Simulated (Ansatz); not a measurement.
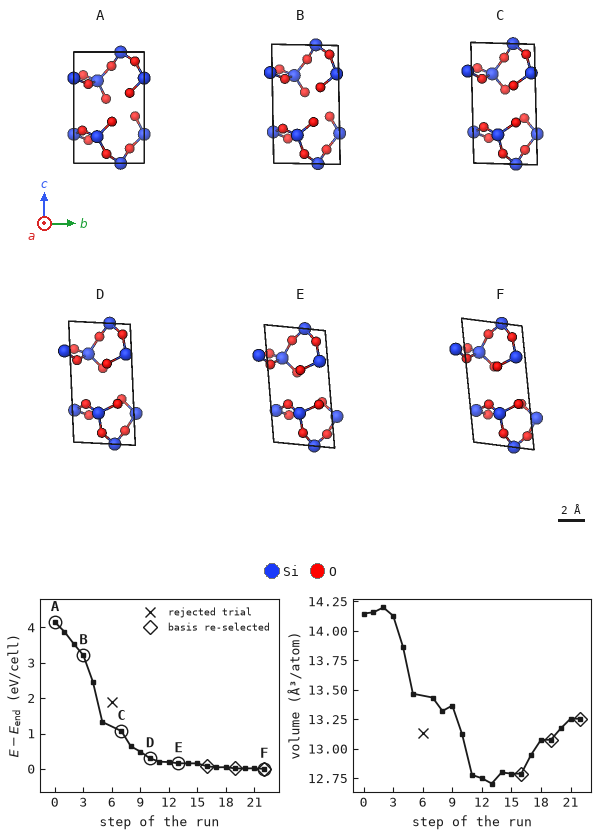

Frames of a relaxation of solid Si₅O₁₂ (a generated structure, set up in P1) (coarse preliminary run), marked on the history of the run. A ball-and-stick model of the cell of the calculation, seen along the a axis.

Case: 1 of 6 Si atoms taken out at random.

Method: DFT PBE, scalar-relativistic, plane waves, PAW in Ansatz.

The input:
```yaml
crystal:
  lattice:
    - [-2.510131513, 4.3476753142, 0.0]
    - [0.0, 0.0, 5.509585875]
    - [7.530394539, 4.3476753143, 0.0]
  atoms:
    - { symbol: Si, position: [0.2651054614, 0.0009897031, 0.2594188697] }
    - { symbol: Si, position: [0.7572058437, 0.0002035957, 0.7649430558] }
    - { symbol: Si, position: [0.4795425115, 0.6665827904, 0.9983327433] }
    - { symbol: Si, position: [0.7621764177, 0.3315891128, 0.2379002667] }
    - { symbol: Si, position: [0.2593498841, 0.3355445988, 0.7408390394] }
    - { symbol: O, position: [0.2898641145, 0.7945029808, 0.1314189022] }
    - { symbol: O, position: [0.7855087138, 0.7946780993, 0.6318710727] }
    - { symbol: O, position: [0.5539287823, 0.121272244, 0.292742472] }
    - { symbol: O, position: [0.0583200036, 0.1336515557, 0.7919343902] }
    - { symbol: O, position: [0.6663991806, 0.4643454587, 0.0822522826] }
    - { symbol: O, position: [0.1590165052, 0.4588332907, 0.5780516854] }
    - { symbol: O, position: [0.0423982378, 0.2085795518, 0.2066853457] }
    - { symbol: O, position: [0.54939655, 0.2057749661, 0.7106159045] }
    - { symbol: O, position: [0.7824280156, 0.5416614474, 0.3729186015] }
    - { symbol: O, position: [0.2952154708, 0.5355435982, 0.8739486557] }
    - { symbol: O, position: [0.1654720433, 0.871662858, 0.4215604001] }
    - { symbol: O, position: [0.6711655514, 0.8680356433, 0.9161751421] }
  symmetry: { detect: false }
basis:
  ecutwfc: 420
kpoints:
  mp_grid: { grid: [3, 3, 2], shift: [0.0, 0.0, 0.5] }
hamiltonian:
  xc: pbe
scf:
  occupations: { method: gaussian, width: 0.1 }
  lower_state_search: "off"
output:
  forces: true
  stress: true
  eigenvalues: true
relax:
  adjacent_minimum: "off"
  f_tol: 0.04
  max_steps: 50
  cell: { stress_tol: 0.3 }
```

Run as
```bash
ansatz run input.yaml --threads 4 --pin off --max-ram 9216MiB --backend cpu --events-out ev --progress --plain --runs-dir out
```

### What happens along the run?

The largest moves relative to the cell, 1.38 Å, are those of O7 and O14. O14 goes roughly along [1 3 0]. Largest moves by element: O 1.38 Å, Si 0.70 Å. The drawn cell changes as follows: a 5.020 → 4.993 Å (−0.5 %), b 5.510 → 4.756 Å (−13.7 %), c 8.695 → 9.735 Å (+12.0 %), α 90.0° → 102.9°; the volume changes by −6.3 %. Some distances before and after: O14–O16 2.680 → 1.513 Å, Si2–O9 1.697 → 1.576 Å, Si2–O7 1.625 → 1.720 Å, Si1–O12 1.664 → 1.577 Å. New bonds form, among them: O14–O16 (2.68 → 1.51 Å), O7–O11 (2.68 → 1.51 Å). Bond angles that change, for instance: Si2–O9–Si5 147.4° → 164.5°, Si1–O12–Si4 147.5° → 164.5°, O8–Si1–O16 107.1° → 117.1°. The space group (tolerance 0.01 Å) goes from P1 (No. 1) to P2 (No. 3). The energy falls by 4.151 eV per cell of the calculation in 18 accepted moves (22 points after the start). The largest force component goes from 2.9 to 0.013 eV/Å. Pressure: 2.56 GPa at the start and 0.04 GPa at the end. The line search rejected the trial step at point 6 of the run. The SCF was repeated 3 times at an unchanged geometry on a basis and grid sized afresh for the cell, which shifted the energy by 82.4 meV per cell of the calculation at most. From step 0 to 3: O14 moves most (0.42 Å), volume −0.1 %, energy −0.938 eV per cell of the calculation. From step 3 to 7: O7 moves most (0.39 Å), volume −4.9 %, energy −2.143 eV per cell of the calculation. From step 7 to 10: O atoms move most (0.33 Å), volume −2.3 %, energy −0.773 eV per cell of the calculation. From step 10 to 13: O atoms move most (0.32 Å), volume −3.2 %, energy −0.140 eV per cell of the calculation. From step 13 to 22: O atoms move most (0.23 Å), volume +4.3 %, energy −0.157 eV per cell of the calculation.
